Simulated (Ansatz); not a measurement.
# B₂₄N₂₅ (cell with a defect): what the fields show

B₂₄N₂₅ (cell with a defect), 49 atoms, a = 8.34 Å, b = 8.70 Å, c = 8.70 Å, α = 120.00°, β = 90.00°, γ = 90.00°.

Spin-polarised.

These are results of DFT PBE, scalar-relativistic, plane waves, PAW (Ansatz 0.2.0), not measurements.

In a PAW calculation such maps are meaningful between the atoms, not at the nuclei.

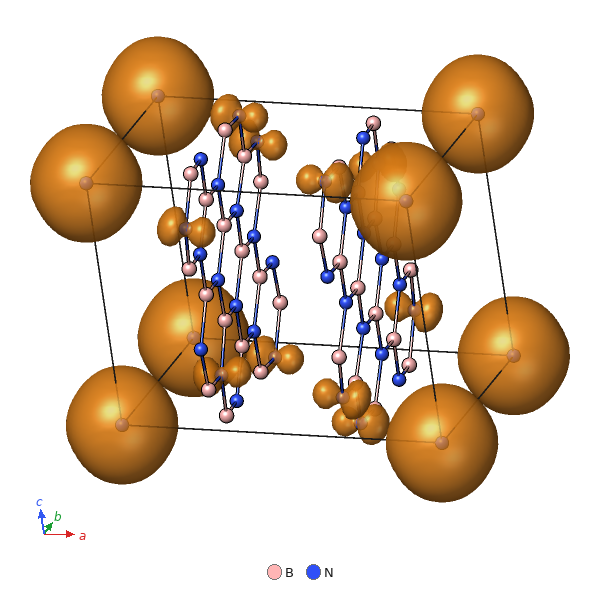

Figure 1. Isosurface of the magnetisation density (up minus down) at +0.015 e/Å³ (orange), seen slightly off an axis. Sticks mark near contacts.

> Which atoms carry the moments, and with what signs?

The spin density sits on N: +2.5 μB in one cell of 49 atoms: a single local moment. The cell of the calculation (49 atoms) carries 3.0 μB of net spin moment.

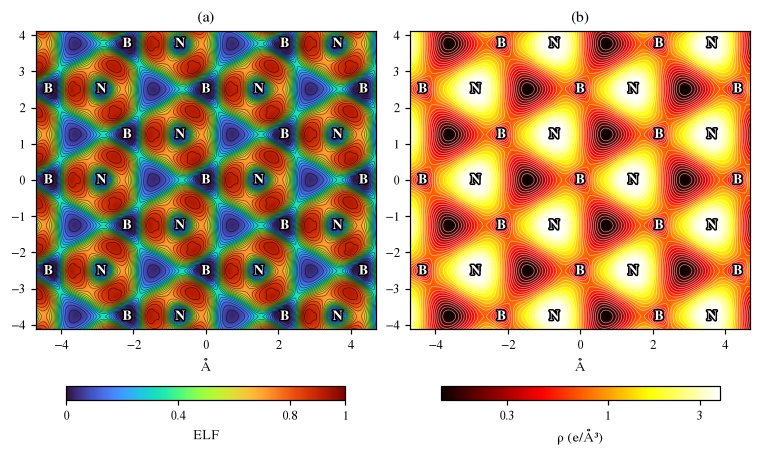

Figure 2. (a) ELF; (b) valence charge density (pseudo) on the (100) plane of the calculation cell.

> What does the map show?

The section cuts through B and N sites. B–N (1.45 Å): ρ at the midpoint is about 1.8 e/Å³; the ELF peaks at about 0.95 between the atoms, as expected for a polar covalent bond. Between the atoms the lowest density in this plane is 0.14 e/Å³.

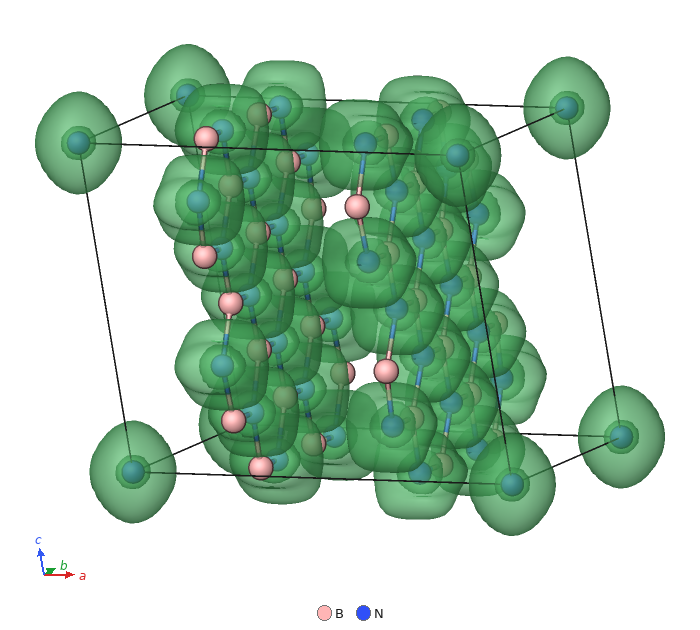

Figure 3. Isosurface of the electron localisation function at 0.7 (green), seen slightly off an axis. Core shells and regions of very low density are left out. Sticks mark near contacts.

> Identify the bonds, lone pairs and shells in this picture.

The surface consists of 24 regions on N in which the atom's valence shell and bonds are merged and one region wrapped around N (its valence shell), counted in one cell of 49 atoms. Any copies at cell faces, edges or corners count once.

> Metal or insulator at this level of theory?

It is gapped, with a Kohn–Sham gap of 2.2 eV on the k-point mesh, an upper bound to the gap of this method.
